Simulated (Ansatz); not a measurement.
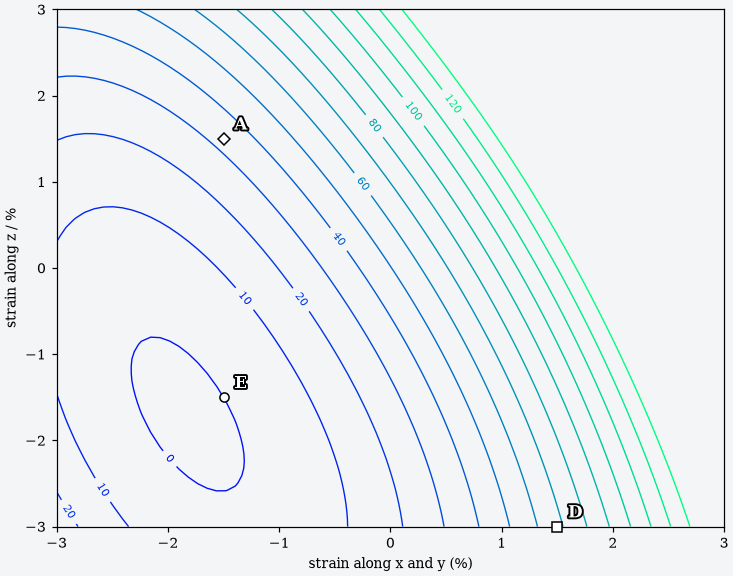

Os (Fm-3m, No. 225; 1 atom in the cell). The cell is strained homogeneously, by one strain along x and y and another along z, with fractional coordinates fixed (x, y and z along the cube axes). Coordinates scanned: (1) strain along x and y; (2) strain along z. The scan uses a 5 × 5 grid. Points are written as (first, second). Energies: meV/atom, counted from the lowest grid point. The reference cell is the one listed in the database, not relaxed at this level. The calculation used DFT PBEsol, scalar-relativistic, plane waves, PAW in Ansatz. Settings: cutoff 420 eV, k-mesh 20×20×20, gaussian smearing 0.15 eV, no spin polarisation.

In the figure: contour lines labelled in meV/atom (none above 130), lettered points. Between grid points the surface is interpolated.

> Is E the lowest point of the computed grid?

Yes. E, at (−1.5 %, −1.5 %), has the lowest energy of the grid.

> What kind of point is each of A, E: minimum, saddle, maximum or slope?

A: on a slope; E: minimum. (In these two coordinates alone; a stationary point may lie a little off the grid point.)
